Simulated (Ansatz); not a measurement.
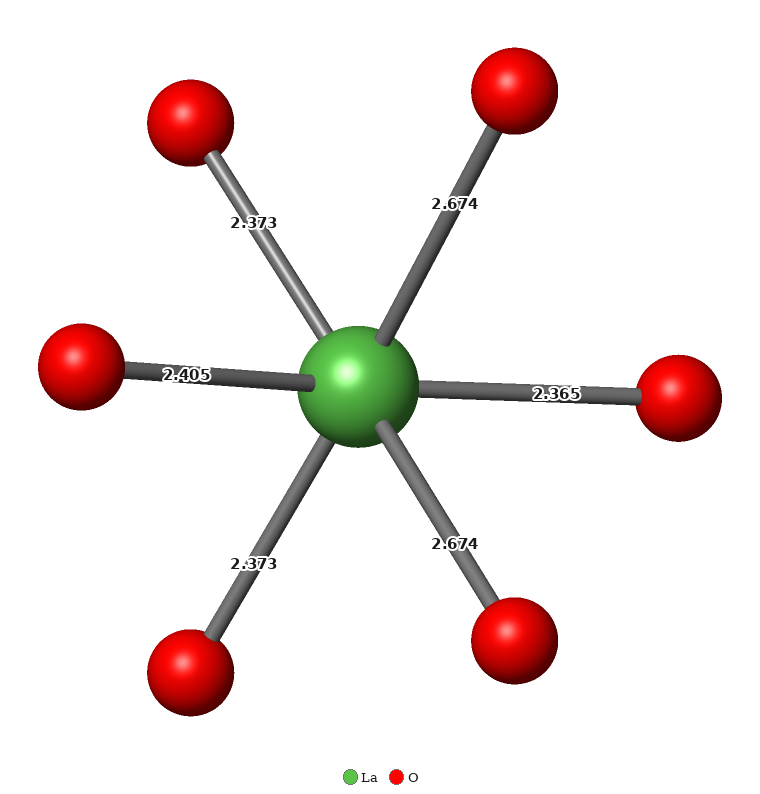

The surroundings of site La3 (at 0.533, 0.500, 0.812) in La$_{2}$O$_{3}$ (C2/m), with bond lengths in Å.

Origin of the cell: coordinates from a relaxation with DFT, PBE, plane waves, PAW (Ansatz).

```
La O
1.0
    14.77042    0.00000    0.00000
     0.00000    3.80383    0.00000
    -1.67241    0.00000    9.07228
La O
12 18
Direct
  0.80864 0.50000 0.86082
  0.63360 0.00000 0.49425
  0.69136 0.00000 0.13918
  0.53264 0.50000 0.81228
  0.86640 0.50000 0.50575
  0.96736 0.00000 0.18772
  0.30864 0.00000 0.86082
  0.13360 0.50000 0.49425
  0.19136 0.50000 0.13918
  0.03264 0.00000 0.81228
  0.36640 0.00000 0.50575
  0.46736 0.50000 0.18772
  0.69640 0.50000 0.63158
  0.62930 0.50000 0.28910
  0.52452 0.00000 0.65654
  0.67568 0.50000 0.97623
  0.82432 0.00000 0.02377
  0.80360 0.00000 0.36842
  0.97548 0.50000 0.34346
  0.87070 0.00000 0.71090
  0.00000 0.50000 0.00000
  0.19640 0.00000 0.63158
  0.12930 0.00000 0.28910
  0.02452 0.50000 0.65654
  0.17568 0.00000 0.97623
  0.32432 0.50000 0.02377
  0.30360 0.50000 0.36842
  0.47548 0.00000 0.34346
  0.37070 0.50000 0.71090
  0.50000 0.00000 0.00000
```

Bond valence s = exp((R0 − d)/b), R0 fitted to published crystal structures with b = 0.37 Å; R0 in Å: La3+–O 2.164.

**Calculate the bond-valence sum of La3 from the bonds drawn.**

1 × 0.581 + 2 × 0.568 + 1 × 0.521 + 2 × 0.252 = 2.74 v.u., against a formal valence of 3: underbonded (bonds long for this ion) by 0.26.

**And over the whole structure?**

```
site              x, y, z  formal valence  bond-valence sum  difference
 La1  0.809, 0.500, 0.861              +3              2.79       -0.21
 La2  0.634, 0.000, 0.494              +3              2.72       -0.28
 La3  0.533, 0.500, 0.812              +3              2.83       -0.17
  O1  0.696, 0.500, 0.632              −2              1.79       -0.21
  O2  0.629, 0.500, 0.289              −2              1.64       -0.36
  O3  0.525, 0.000, 0.657              −2              2.11        0.11
  O4  0.676, 0.500, 0.976              −2              2.16        0.16
  O5  0.000, 0.500, 0.000              −2              1.30       -0.70
```

These sums include all anions within 5 Å. The global instability index (root mean square of the differences over all atoms) is 0.28 v.u.: above 0.2, which by the usual rule of thumb marks a strained structure. Cells relaxed with PBE tend to have slightly long bonds, which lowers the sums.
